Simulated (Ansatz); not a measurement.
**Run report: Ti₃O₇, geometry relaxation (part 3 of 3)**

The same run, continued: Ti₃O₇ (slab, 10 atoms in the cell); DFT PBEsol, scalar-relativistic, plane waves, PAW, spin-polarised (Ansatz 0.2.0); cutoff 420 eV, 9×6×1 k-mesh, Gaussian smearing of 0.05 eV, collinear spins. The structure derives from an entry of the Crystallography Open Database. The input holds or restrains some coordinates. Forces given for the steps count only the free coordinates. It belongs to a series of runs on one base structure; here: O put at a hollow O-O site.

Geometry of the input (Å; fractional positions):
```
2.9390  0.0000  0.0000
0.0000  4.5912  0.0000
0.0000  0.0000  25.3870
O  0.5000  0.1956  0.3348
Ti 0.0000  0.0000  0.3702
O  0.5000  0.8044  0.4056
O  0.0000  0.3044  0.4252
Ti 0.5000  0.4890  0.4606
O  0.0000  0.7081  0.4950
O  0.5000  0.2315  0.5177
Ti 0.0000  -0.0249  0.5489
O  0.5000  0.8688  0.5877
O  0.5000  0.3688  0.5641
```

```
WARN: The output density's exchange-correlation potential varies sharply where the density is thin. Do not read a vacuum level from v_tot or v_xc, or from such a field of the output density. On a cell that repeats whose density bears no net charge and no dipole along the vacuum's axis use v_es (v_loc + v_h of the components); under efield.dipole_correction with no amplitude use v_es + v_field, which holds any external_charges[].barrier, or the levels of the report's work_function block, which leave it out; under a non-zero efield.amplitude the vacuum is tilted and has no level; on a cell that repeats and bears such a dipole with no correction it is tilted too, and efield.dipole_correction with no amplitude gives each side of its ramp a level where efield: is served; in a cell that repeats whose density bears a net charge (total_charge, or a fill off its count) it is curved and has none; of a slab under crystal.periodic whose density bears no net charge use v_es, which has a level on each side, short of where the two are joined; of another it falls or rises all the way out and has none; of a slab beside external_charges read slab_vacuum_level instead, which it has where they leave it neutral. The grid or the basis barely resolves most such structure, and the values can differ between equally converged runs; as a rule a tighter scf.convergence.dr2_threshold does not remove it. Where the density itself ripples (under the LDA too) a higher basis.ecutwfc lessens it. The files hold the spikes' plane waves up to the density's cutoff. Files: v_tot_of_output_density and the like, and their columns of v_z.tsv (output.write_potential); v_xc_of_output_density and the like, and their columns of v_comp_z.tsv (output.write_potential_components). Measured: with its Gaussian average of σ = 0.25 Å subtracted twice, the exchange-correlation potential is over 0.1 eV at 196 of the grid points where the equally averaged density (valence and model cores) is under 1e-3 e/Å³, and 0.262 eV at the most among them, at an averaged density of 9.1e-4 e/Å³. The input density's (outcome.potential() and, of a run that writes arrays, v_tot and v_xc) is over 0.1 eV, so measured, at 363 points of its own thin density, 0.268 eV at the most. See output.write_potential in the manual, Limitations
SCF converged after 10 iterations
Stability not checked: this state was not tested for a lower state beside it, because the mixer in use, unlike msr1, does not test its closes by its own steps (another_mixer; see scf.mixing.algorithm and scf.lower_state_search)
Magnetization: 0.0000 μB (39.0000 up, 39.0000 down)
Absolute magnetization: 0.0000 μB (∫|ρ↑−ρ↓|, with the PAW one-centre terms)
Spin contamination: 0.0000 ħ² per cell (⟨S²⟩ above its minimum at these occupations)
Per-site moments (μB) at R_I (Å): [(-3.642879429005006e-8, 0.8011173834634974), (4.0515417889805596e-8, 0.8011173824952053), (-3.394187520114227e-8, 0.8011173824952053), (-7.21731379608513e-8, 0.8073053988972083), (4.901349462744407e-8, 0.787989754129561), (-3.190092999087485e-8, 0.787989754129561), (6.384145424512613e-10, 0.5921967754771001), (-2.2623082489760487e-7, 0.7562802784103492), (-1.1568448927136014e-7, 0.7562802784103492), (4.790386585190728e-7, 0.5921967754771001)]
Free energy (F): -11354.667547 eV
Harris-Foulkes:  -11354.667547 eV  (|F-HF|=5.28e-11)
Internal energy: -11354.667547 eV  (E = F + TS)
E sigma→0 (E₀):  -11354.667547 eV
Fermi energy:    -1.060828 eV
Dipole field:    D = -0.013848 V/Å  (p = -0.026216 e·Å, saw-weighted, corrected)
Work function:   Φ+ = 6.0159 eV   Φ− = 5.6644 eV
Levels:          The Fermi level and band energies are counted from a zero that moves with the ramp; work functions are not
--- Per-component energies (eV) ---
  E_band       = -1471.956568
  E_kinetic    = 2033.500840
  E_local      = -92930.205337  (includes V_loc(G=0)·N_el)
  E_nonlocal   = 352.109698
  E_hartree    = 45419.231497
  E_xc         = -799.825320
  E_vxc        = -1018.457795  (∫ρ·V_xc dr)
  E_paw        = -4124.659629  (= ΣΔE_a)
  E_vpaw       = -747.629230  (= ΣTr[D̂ρ^β])
  E_aug_tail   = 0.017202  (compensation charges beyond the density's cutoff)
  E_efield     = 0.000182  (sawtooth field / dipole correction)
  E_vefield    = 0.245778  (∫n·V_field dr)
  E_ewald      = 38694.498154
  E_core_change = 0.665168  (= ΣΔE_core)
  E_smearing   = -0.000000  (= −TS)
  E_closure    = 0.000000  (closes the sum)
  Σ components = -11354.667547   (vs F -11354.667547, Δ=0.00e0)
--- Forces (eV/Å), atoms counted from 1 ---
  atom   1  O      0.00000000    -2.33954996     1.02622491
  atom   2  Ti    -0.00000000     4.21625764    -0.52677740
  atom   3  O      0.00000000    -1.17384625     0.13621645
  atom   4  O     -0.00000000    -0.69882104    -0.63040257
  atom   5  Ti     0.00000000    -0.00528143    -0.00285590
  atom   6  O     -0.00000000     0.00025436    -0.00214392
  atom   7  O      0.00000000    -0.00426966     0.01322550
  atom   8  Ti     0.00000000     0.00076965    -0.01022965
  atom   9  O      0.00000000     0.00325076    -0.00052777
  atom  10  O      0.00000000     0.00123055    -0.00273829
  max |Σ_I F_I| component: 8.64e-6 eV/Å
--- Band table (eV; the first three rows and the last of 40) ---
  k-point 0 ↑: bands = ["-59.1809", "-59.0689", "-58.3204", "-35.6135", "-35.5363", "-35.5046", "-35.4064", "-35.3889", "-35.1869", "-34.8363", "-34.6458", "-34.5528", "-24.3536", "-20.3540", "-19.7138", "-18.9885", "-18.3958", "-18.0987", "-16.7321", "-8.6001", "-8.4791", "-7.7177", "-7.3425", "-7.0293", "-6.5153", "-6.4449", "-6.1725", "-5.2230", "-5.1208", "-4.6395", "-4.4782", "-4.1948", "-4.1654", "-3.7562", "-3.7028", "-3.3863", "-3.1338", "-2.4672", "-2.2835", "-0.4714", "0.0898", "0.1449", "0.2350", "0.3673", "1.0426", "1.1712", "1.5658", "1.5691", "1.8469", "2.3308"]
  k-point 1 ↑: bands = ["-59.1809", "-59.0689", "-58.3204", "-35.6151", "-35.5372", "-35.5042", "-35.4063", "-35.3881", "-35.1870", "-34.8368", "-34.6462", "-34.5528", "-24.3416", "-20.3120", "-19.7434", "-19.0186", "-18.3946", "-18.1041", "-16.7454", "-8.6075", "-8.3624", "-7.7481", "-7.3079", "-7.0411", "-6.5273", "-6.3268", "-6.1805", "-5.2102", "-5.1351", "-4.6117", "-4.4849", "-4.1972", "-4.1685", "-3.8533", "-3.7170", "-3.3772", "-3.2598", "-2.5179", "-2.3577", "-0.4726", "0.0841", "0.1071", "0.2577", "0.4619", "1.0729", "1.2395", "1.5071", "1.5875", "1.8387", "2.3040"]
  k-point 2 ↑: bands = ["-59.1807", "-59.0690", "-58.3203", "-35.6181", "-35.5394", "-35.5034", "-35.4060", "-35.3867", "-35.1871", "-34.8378", "-34.6470", "-34.5527", "-24.3175", "-20.2040", "-19.8284", "-19.0774", "-18.3919", "-18.1139", "-16.7732", "-8.5050", "-8.2790", "-7.7326", "-7.2758", "-7.0655", "-6.5490", "-6.1967", "-6.0382", "-5.2220", "-5.1193", "-4.5816", "-4.5461", "-4.4296", "-4.1199", "-3.8512", "-3.7075", "-3.4548", "-3.3788", "-2.6033", "-2.6015", "-0.4777", "0.0714", "0.0841", "0.2811", "0.6671", "1.1214", "1.2265", "1.5043", "1.6372", "1.8123", "2.2906"]
  k-point 19 ↓: bands = ["-59.1357", "-59.0255", "-58.2712", "-35.9016", "-35.6718", "-35.4924", "-35.4782", "-35.4676", "-35.2944", "-35.1350", "-34.6980", "-34.5925", "-24.0997", "-19.5917", "-19.5608", "-19.0887", "-18.0793", "-18.0218", "-16.6293", "-8.5584", "-8.1548", "-7.9280", "-7.2171", "-7.0849", "-6.3558", "-6.1433", "-5.9703", "-5.7795", "-5.2948", "-4.9639", "-4.6811", "-4.3367", "-3.9525", "-3.9275", "-3.6431", "-3.5372", "-3.3771", "-3.2430", "-2.7822", "-0.4052", "-0.2273", "0.4456", "0.5604", "0.7857", "0.9517", "1.1242", "1.2987", "1.6506", "2.1887", "2.4486"]
--- Relaxed structure (9 steps of the walk, 8 accepted, 0 SCFs on fresh bases) ---
  F+E_penalty+E_count = -11354.66754672 eV   max|allowed force component| = 1.323e-2 eV/Å
  atoms:
    - { symbol: O, position: [0.49999999999999994, 0.19556125589999998, 0.3348171917] }
    - { symbol: Ti, position: [0.0, 0.0, 0.3701845285] }
    - { symbol: O, position: [0.49999999999999994, 0.8044387441, 0.4055518651] }
    - { symbol: O, position: [0.0, 0.3044387441, 0.42524240539999997] }
    - { symbol: Ti, position: [0.49999999999999994, 0.5080657225849671, 0.46040343602631906] }
    - { symbol: O, position: [3.717837106280847e-18, 0.667535263508805, 0.49887053804125653] }
    - { symbol: O, position: [0.49999999999999994, 0.14802284081438388, 0.5105924636925636] }
    - { symbol: Ti, position: [1.1456601171353625e-17, -0.0500374710007206, 0.5608560458559186] }
    - { symbol: O, position: [0.49999999999999994, 0.791031116272334, 0.5930864784980756] }
    - { symbol: O, position: [0.49999999999999994, 0.2796375460520837, 0.5618888071664639] }
--- Löwdin populations: 10 sites ---
  site symbol       q [e]    m [muB]
     0      O      6.6131    -0.0000
     1     Ti     10.6493     0.0000
     2      O      6.6623    -0.0000
     3      O      6.6106    -0.0000
     4     Ti     10.6722     0.0000
     5      O      6.6090    -0.0000
     6      O      6.3487     0.0000
     7     Ti     10.7168    -0.0000
     8      O      6.5222    -0.0000
     9      O      6.3009     0.0000
  spilling = 0.003782 (of n_electrons = 78.000000)
```

**File populations.tsv**
```
# site	symbol	l	j	q_up	q_dn
# orbitals = lowdin
# n_electrons = 78.000000
# spilling = 0.003782
0	O	0_2S	-	0.914236	0.914236
0	O	1_2P	-	2.392300	2.392300
1	Ti	0_3S	-	0.971784	0.971784
1	Ti	0_4S	-	0.198196	0.198196
1	Ti	1_3P	-	2.993983	2.993983
1	Ti	2_3D	-	1.160697	1.160697
2	O	0_2S	-	0.876038	0.876038
2	O	1_2P	-	2.455128	2.455128
3	O	0_2S	-	0.875304	0.875304
3	O	1_2P	-	2.430006	2.430006
4	Ti	0_3S	-	0.965201	0.965201
4	Ti	0_4S	-	0.225313	0.225313
4	Ti	1_3P	-	2.993992	2.993992
4	Ti	2_3D	-	1.151581	1.151581
5	O	0_2S	-	0.874298	0.874298
5	O	1_2P	-	2.430191	2.430191
6	O	0_2S	-	0.885944	0.885944
6	O	1_2P	-	2.288385	2.288385
7	Ti	0_3S	-	0.970939	0.970939
7	Ti	0_4S	-	0.203560	0.203560
7	Ti	1_3P	-	2.993237	2.993237
7	Ti	2_3D	-	1.190672	1.190673
8	O	0_2S	-	0.892220	0.892220
8	O	1_2P	-	2.368858	2.368858
9	O	0_2S	-	0.912965	0.912965
9	O	1_2P	-	2.237466	2.237466
```

**Trajectory as extended XYZ (Å, eV, eV/Å), 9 frames, from step=1 to step=9**
```
10
Lattice="2.9390 0.0000 0.0000 0.0000 4.5912 0.0000 0.0000 0.0000 25.3870" Properties=species:S:1:pos:R:3:forces:R:3 step=1 energy=-11353.22934
O     1.4695    0.8979    8.5000    0.0000  -2.1749   0.9981
Ti    0.0000    0.0000    9.3979    0.0000   3.3996  -0.6860
O     1.4695    3.6934   10.2957    0.0000  -0.9168  -0.2012
O     0.0000    1.3978   10.7956    0.0000  -0.6919  -0.0823
Ti    1.4695    2.2452   11.6936    0.0000   2.1548  -1.5891
O     0.0000    3.2509   12.5664    0.0000  -0.7927  -1.0370
O     1.4695    1.0631   13.1417    0.0000  -1.6971  -3.3736
Ti    0.0000   -0.1142   13.9352    0.0000   0.1025   4.3914
O     1.4695    3.9888   14.9208    0.0000  -0.2096  -0.6998
O     1.4695    1.6932   14.3208    0.0000   0.8261   2.2795
10
Lattice="2.9390 0.0000 0.0000 0.0000 4.5912 0.0000 0.0000 0.0000 25.3870" Properties=species:S:1:pos:R:3:forces:R:3 step=2 energy=-11353.96473
O     1.4695    0.8979    8.5000    0.0000  -2.2062   0.9993
Ti    0.0000    0.0000    9.3979    0.0000   3.5433  -0.6188
O     1.4695    3.6934   10.2957    0.0000  -1.0196  -0.1481
O     0.0000    1.3978   10.7956    0.0000  -0.5741  -0.1548
Ti    1.4695    2.2591   11.6901    0.0000   1.5838  -0.3742
O     0.0000    3.2275   12.6098    0.0000  -0.9417  -0.9453
O     1.4695    0.9474   13.1079    0.0000  -1.3531  -2.0937
Ti    0.0000   -0.2138   14.0975    0.0000   1.2780   2.5674
O     1.4695    3.8244   15.0236    0.0000  -0.0147  -0.4263
O     1.4695    1.5627   14.3376    0.0000  -0.2967   1.1932
10
Lattice="2.9390 0.0000 0.0000 0.0000 4.5912 0.0000 0.0000 0.0000 25.3870" Properties=species:S:1:pos:R:3:forces:R:3 step=3 energy=-11354.52604
O     1.4695    0.8979    8.5000    0.0000  -2.2911   1.0075
Ti    0.0000    0.0000    9.3979    0.0000   3.9752  -0.5336
O     1.4695    3.6934   10.2957    0.0000  -1.0623  -0.1595
O     0.0000    1.3978   10.7956    0.0000  -0.4186  -0.3497
Ti    1.4695    2.3138   11.6802    0.0000   0.9155   0.5372
O     0.0000    3.2058   12.6536    0.0000  -1.1195  -0.5797
O     1.4695    0.7911   12.9850    0.0000  -0.3451   0.3141
Ti    0.0000   -0.2275   14.2607    0.0000   1.2078  -0.4549
O     1.4695    3.7195   15.0979    0.0000  -0.4928   0.3045
O     1.4695    1.3679   14.3002    0.0000  -0.3692  -0.0856
10
Lattice="2.9390 0.0000 0.0000 0.0000 4.5912 0.0000 0.0000 0.0000 25.3870" Properties=species:S:1:pos:R:3:forces:R:3 step=4 energy=-11354.50670 accepted=F
O     1.4695    0.8979    8.5000    0.0000  -2.3262   1.0360
Ti    0.0000    0.0000    9.3979    0.0000   4.1236  -0.5619
O     1.4695    3.6934   10.2957    0.0000  -1.2588   0.2359
O     0.0000    1.3978   10.7956    0.0000  -1.0423  -0.9769
Ti    1.4695    2.3086   11.6886    0.0000   0.1323  -0.7219
O     0.0000    3.0147   12.6171    0.0000   0.5870   0.8860
O     1.4695    0.6080   12.9047    0.0000   0.2563   0.2287
Ti    0.0000   -0.1977   14.1814    0.0000  -2.1066   1.2268
O     1.4695    3.5830   15.0566    0.0000   0.9175  -1.0717
O     1.4695    1.2213   14.2195    0.0000   0.7172  -0.2808
10
Lattice="2.9390 0.0000 0.0000 0.0000 4.5912 0.0000 0.0000 0.0000 25.3870" Properties=species:S:1:pos:R:3:forces:R:3 step=5 energy=-11354.65586
O     1.4695    0.8979    8.5000    0.0000  -2.3307   1.0208
Ti    0.0000    0.0000    9.3979    0.0000   4.1733  -0.5242
O     1.4695    3.6934   10.2957    0.0000  -1.1442   0.0748
O     0.0000    1.3978   10.7956    0.0000  -0.5604  -0.4590
Ti    1.4695    2.3346   11.6925    0.0000   0.2819   0.0000
O     0.0000    3.1092   12.6658    0.0000  -0.1957  -0.1376
O     1.4695    0.7333   12.9736    0.0000  -0.1862   0.2076
Ti    0.0000   -0.1994   14.2460    0.0000   0.0766   0.0526
O     1.4695    3.6809   15.0814    0.0000  -0.0435  -0.1010
O     1.4695    1.3261   14.2852    0.0000  -0.0709  -0.1341
10
Lattice="2.9390 0.0000 0.0000 0.0000 4.5912 0.0000 0.0000 0.0000 25.3870" Properties=species:S:1:pos:R:3:forces:R:3 step=6 energy=-11354.66096
O     1.4695    0.8979    8.5000    0.0000  -2.3484   1.0258
Ti    0.0000    0.0000    9.3979    0.0000   4.2614  -0.5218
O     1.4695    3.6934   10.2957    0.0000  -1.1551   0.0931
O     0.0000    1.3978   10.7956    0.0000  -0.6580  -0.6741
Ti    1.4695    2.3386   11.6848    0.0000  -0.0461   0.0632
O     0.0000    3.0753   12.6618    0.0000   0.0020   0.0249
O     1.4695    0.6742   12.9402    0.0000  -0.0248   0.0311
Ti    0.0000   -0.2089   14.2376    0.0000   0.0945  -0.1424
O     1.4695    3.6777   15.0776    0.0000  -0.0295  -0.0782
O     1.4695    1.3196   14.2203    0.0000  -0.0960   0.1784
10
Lattice="2.9390 0.0000 0.0000 0.0000 4.5912 0.0000 0.0000 0.0000 25.3870" Properties=species:S:1:pos:R:3:forces:R:3 step=7 energy=-11354.66710
O     1.4695    0.8979    8.5000    0.0000  -2.3412   1.0266
Ti    0.0000    0.0000    9.3979    0.0000   4.2208  -0.5263
O     1.4695    3.6934   10.2957    0.0000  -1.1762   0.1301
O     0.0000    1.3978   10.7956    0.0000  -0.6862  -0.6184
Ti    1.4695    2.3340   11.6888    0.0000  -0.0194  -0.0267
O     0.0000    3.0721   12.6599    0.0000  -0.0545  -0.0045
O     1.4695    0.6769   12.9614    0.0000   0.0642   0.0120
Ti    0.0000   -0.2271   14.2337    0.0000  -0.0185   0.0206
O     1.4695    3.6305   15.0477    0.0000   0.0004   0.0273
O     1.4695    1.2848   14.2636    0.0000   0.0106  -0.0407
10
Lattice="2.9390 0.0000 0.0000 0.0000 4.5912 0.0000 0.0000 0.0000 25.3870" Properties=species:S:1:pos:R:3:forces:R:3 step=8 energy=-11354.66748
O     1.4695    0.8979    8.5000    0.0000  -2.3378   1.0261
Ti    0.0000    0.0000    9.3979    0.0000   4.2071  -0.5281
O     1.4695    3.6934   10.2957    0.0000  -1.1742   0.1340
O     0.0000    1.3978   10.7956    0.0000  -0.7084  -0.6344
Ti    1.4695    2.3313   11.6880    0.0000   0.0185  -0.0020
O     0.0000    3.0650   12.6635    0.0000   0.0135   0.0051
O     1.4695    0.6813   12.9640    0.0000  -0.0032   0.0061
Ti    0.0000   -0.2284   14.2368    0.0000   0.0141   0.0147
O     1.4695    3.6338   15.0553    0.0000   0.0046  -0.0023
O     1.4695    1.2881   14.2657    0.0000  -0.0343  -0.0192
10
Lattice="2.9390 0.0000 0.0000 0.0000 4.5912 0.0000 0.0000 0.0000 25.3870" Properties=species:S:1:pos:R:3:forces:R:3 step=9 energy=-11354.66755
O     1.4695    0.8979    8.5000    0.0000  -2.3396   1.0262
Ti    0.0000    0.0000    9.3979    0.0000   4.2163  -0.5268
O     1.4695    3.6934   10.2957    0.0000  -1.1738   0.1362
O     0.0000    1.3978   10.7956    0.0000  -0.6988  -0.6304
Ti    1.4695    2.3327   11.6883    0.0000  -0.0053  -0.0029
O     0.0000    3.0648   12.6648    0.0000   0.0003  -0.0021
O     1.4695    0.6796   12.9624    0.0000  -0.0043   0.0132
Ti    0.0000   -0.2297   14.2384    0.0000   0.0008  -0.0102
O     1.4695    3.6318   15.0567    0.0000   0.0033  -0.0005
O     1.4695    1.2839   14.2647    0.0000   0.0012  -0.0027
```

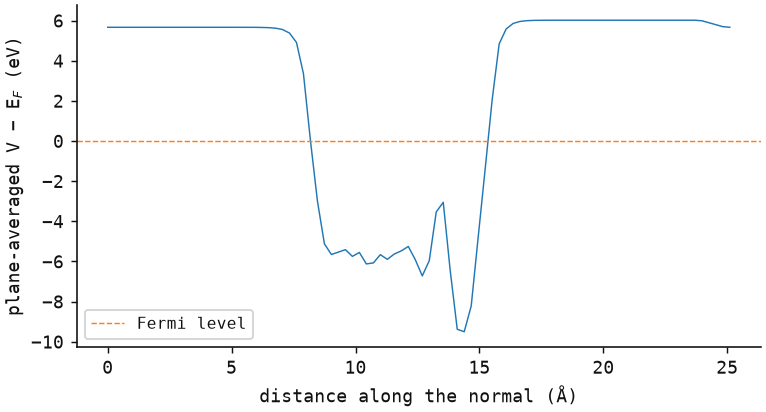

Plane average of the electrostatic potential energy of an electron across the cell, from the Fermi level. The vacuum level lies 6.02 eV above the Fermi level on the upper side and 5.66 eV on the lower.

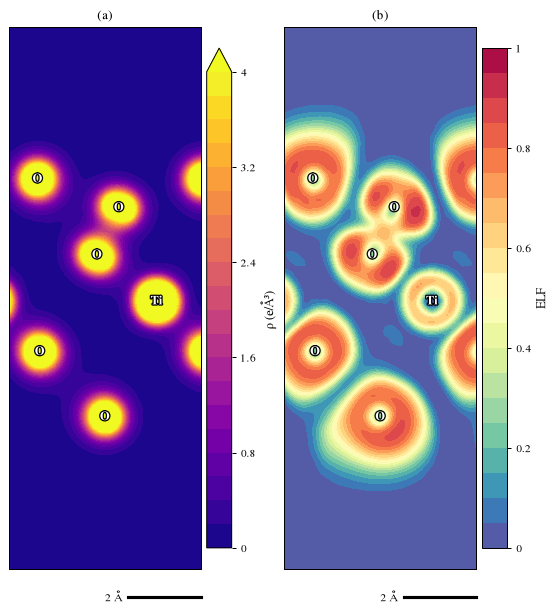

(a) valence pseudo-density; (b) ELF on the (100) plane of the calculation cell, a cut from vacuum to vacuum. O–O (1.44 Å): the density is about 2 e/Å³ at the midpoint; the ELF peaks at about 0.70 between the atoms. Ti–O (2.09 Å): ρ at the midpoint is about 0.52 e/Å³; the ELF is about 0.20 at the midpoint. The density dies away to nearly zero in the vacuum. The strong features right at Ti lie inside the PAW spheres (semicore, d or f shells) and say nothing about bonding. Core electrons are frozen (PAW), so the fields are smoothed inside the atomic spheres.

**Summary**

```tsv
quantity	value
outcome	converged under the restraints of the input
electrons treated	78
free energy	−11354.6675 eV
work function, top face	6.02 eV
work function, bottom face	5.66 eV
Fermi energy	−1.061 eV
gap on the k-point mesh	1.04 eV
net moment of the cell	0.00 μB
integrated absolute moment	0.00 μB
final volume	342.56 Å³
work function (upper face)	6.02 eV
largest force (length of the vector) at the end, held atoms and coordinates included	4.249 eV/Å
hardware	2 threads of AMD EPYC (Zen 5), 32 GiB of memory available, shared host
wall time	3.5 min (CPU time 6.8 min)
peak memory	0.96 GiB
```

**Notes**

The program warns: some starting moments were not kept; the exchange-correlation potential is rough where the density is thin.
